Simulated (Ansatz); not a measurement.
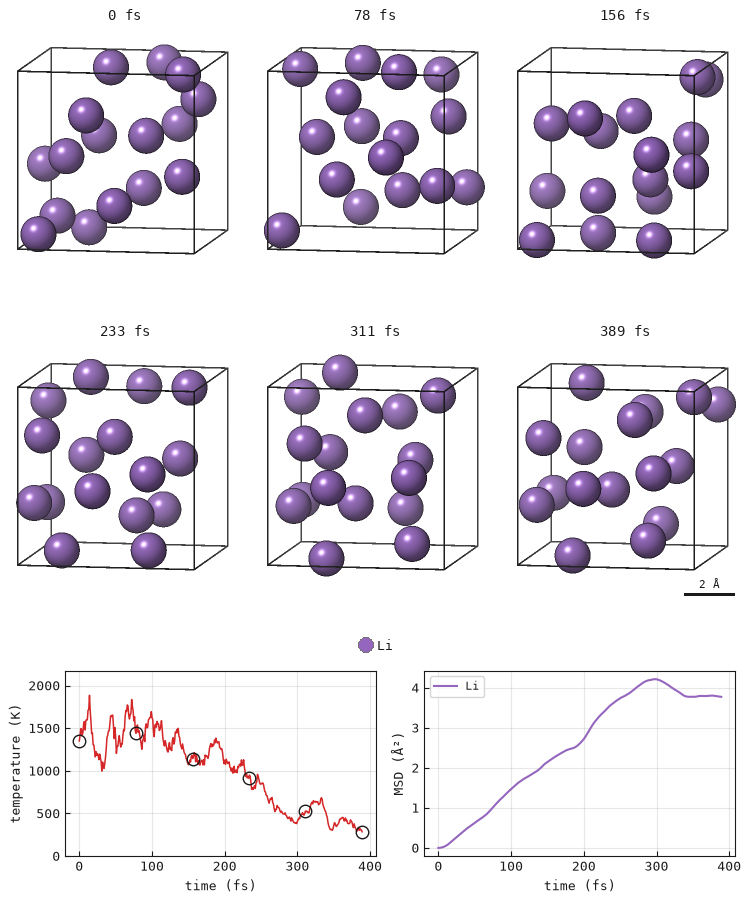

Molecular dynamics of a 16-atom cell of Li, 389 fs long. It starts from the last geometry of an earlier run, with fresh velocities. Frames and the history of the run. A spheres-only model of the simulation cell, seen slightly off an axis. Atoms that leave the cell re-enter on the other side.

Computed with DFT PBEsol, scalar-relativistic, plane waves, PAW (Ansatz 0.2.0). Settings: plane-wave cutoff 420 eV; k-point mesh 2 × 2 × 2; Fermi-Dirac smearing 0.16 eV; volume 1.15 times that of the relaxed crystal; Langevin thermostat (NVT); set temperature 1440 K, then to 300 K over 292 steps, then to 300 K over 97 steps; time step 1 fs; friction 0.02 per fs.

Describe the run.

Under the programmed temperature the kinetic temperature goes from 1395 K (first eighth) to 367 K (last eighth), with a peak of 1885 K. The potential energy in the second half lies on average 139 meV per atom below the first frame. The first frame is far from relaxed (forces up to 2.6 eV/Å), so much of the motion is the structure settling. Root-mean-square distances from the starting positions over the second half, with the common drift of all atoms taken out: Li 1.93 Å. That is a large part of the typical shortest distance between atoms in the first frame, about 2.6 Å and still growing: the atoms leave their places as in a liquid.

Limits of the set-up: the k-point mesh is coarse for a cell with partly filled bands.
